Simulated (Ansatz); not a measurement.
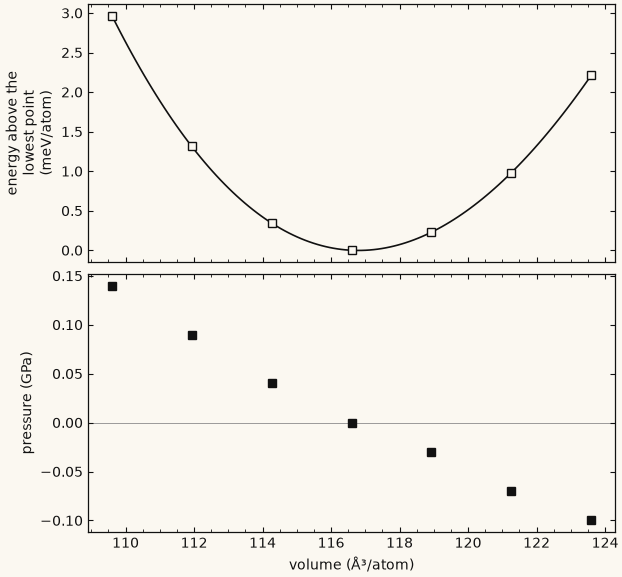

The picture above shows the energy above the lowest point and pressure against volume for Cs, space group Im-3m (No. 229) (one of a set of cubic test structures, which need not be the stable phase).

Computed with Ansatz 0.2.0 development build: equation of state of a cubic crystal from periodic Kohn-Sham density functional theory without spin, third-order Birch-Murnaghan fit to the free energies; pressure corrected for the finite basis. Level: PBE.

structure type bcc; atoms in cell 1; space group number 229; lattice centring body-centred primitive; k mesh 25×25×25; occupation method Fermi–Dirac; occupation width 0.06123 eV; wave cutoff 420 eV; datasets soft-1 PAW; density tolerance 1.2e−07 eV; bands 9; density cutoff ratio 4; search for lower states default.

> What equilibrium volume and bulk modulus follow from the curve?

A third-order Birch–Murnaghan fit gives V0 = 116.80 Å³/atom, B0 = 1.95 GPa and B′ = 3.5.

> Read off the course of the pressure.

It falls from 0.14 GPa at volume 109.6 Å³/atom to −0.10 GPa at 123.6 Å³/atom, and changes sign near 116.6 Å³/atom.

The computed values:

```tsv
volume (Å³/atom)	energy above the lowest point (meV/atom)	pressure (GPa)
109.6	2.967	0.14
111.9	1.313	0.09
114.3	0.340	0.04
116.6	0.000	0.00
118.9	0.230	-0.03
121.3	0.980	-0.07
123.6	2.210	-0.10
```
